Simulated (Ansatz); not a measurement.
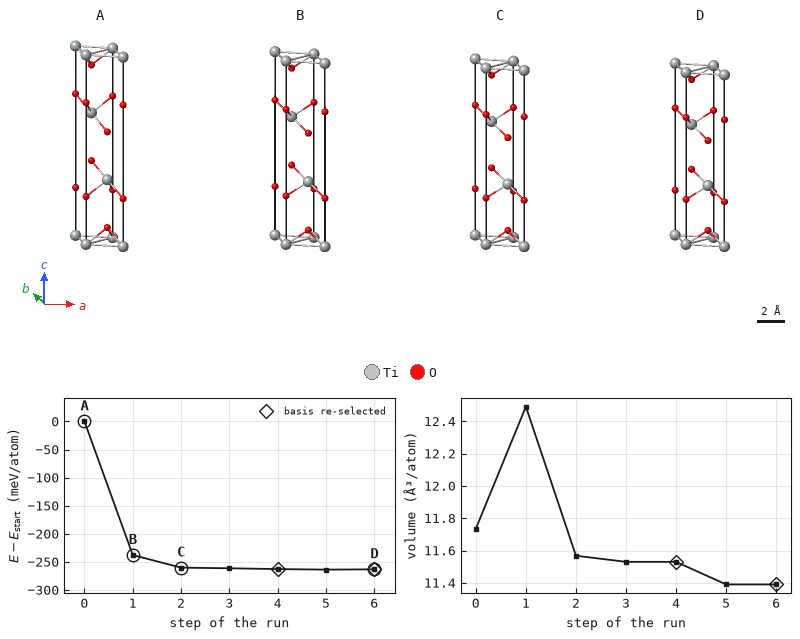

Frames of a relaxation of a crystal of TiO2 (set up in R-3m) (coarse preliminary run), marked on the history of the run. Style: ball-and-stick. Shown: the conventional cell (3 times the calculation's cell), slightly off an axis. Lengths and directions refer to the drawn axes.

Case: 2 of 2 Li taken out, relaxed.

Computed with DFT PBE+D3(BJ), scalar-relativistic, plane waves, PAW in Ansatz 0.2.0. Settings: plane-wave cutoff 420 eV; k-point mesh 9 × 9 × 9; occupations gaussian; smearing width 0.1 eV; no spin polarisation; cell and atoms relaxed; force threshold 0.05 eV/Å; at most 60 steps.

### What happens along the run?

The largest moves relative to the cell, 0.12 Å, are those of O atoms. Ti stays in place. The drawn cell changes as follows: a = b 2.879 → 2.978 Å (+3.5 %), c 14.715 → 13.344 Å (−9.3 %); the volume changes by −2.9 %. Among the contacts that change: Ti–Ti 2.879 → 2.978 Å, O–Ti 2.044 → 1.971 Å. Among the angles between lasting bonds that change: Ti–O–Ti 89.5° → 98.2°. The space group stays R-3m (No. 166). After 4 accepted moves (6 points after the start) the energy has fallen by 263 meV per atom. Largest force component: 3.4 eV/Å at the start, 0.018 eV/Å at the end. The pressure goes from −12.27 to 0.05 GPa. At 2 points the geometry stayed and the basis and grid were re-selected for the new cell (energy shift of 1.4 meV per atom at most each time). Cost: 12 s on 2 threads of Arm Neoverse V1 (shared host), peak memory 0.35 GiB. From step 0 to 1: O atoms move most (0.17 Å), volume +6.4 %, energy −238 meV per atom. From step 1 to 2: O atoms move most (0.02 Å), volume −7.4 %, energy −22.4 meV per atom. From step 2 to 6: O atoms move most (0.02 Å), volume −1.5 %, energy −3.0 meV per atom.
